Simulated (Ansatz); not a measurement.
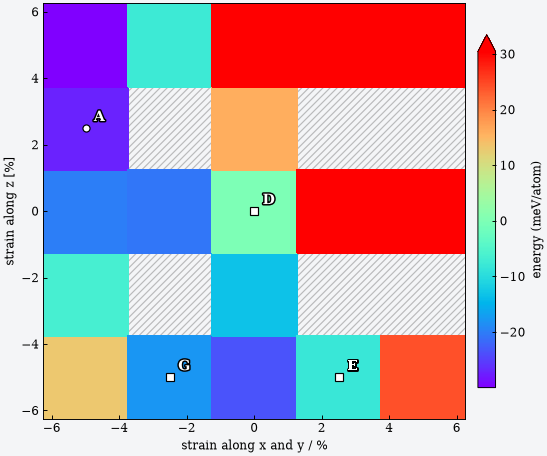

Pb (Im-3m, No. 229; 1 atom in the cell). The cell is strained homogeneously, by one strain along x and y and another along z, with fractional coordinates fixed (x, y and z along the cube axes). First axis: strain along x and y. Second axis: strain along z. Grid: 5 × 5 points. At 6 points there is no value. Energies are in meV/atom, from the unstrained cell. The reference cell is the one listed in the database, not relaxed at this level. The calculation used DFT LDA, scalar-relativistic, plane waves, PAW (Ansatz). Settings: cutoff 420 eV, k-mesh 18×18×18, gaussian smearing 0.15 eV, no spin polarisation.

Drawn: one coloured cell a grid point, one colour for all values above the top of the scale, hatched blanks where no value was computed, lettered points.

Question: Rank the lettered points by energy, lowest first.

Answer: A (−27 meV/atom), G (−18 meV/atom), E (−8 meV/atom), D (0 meV/atom).
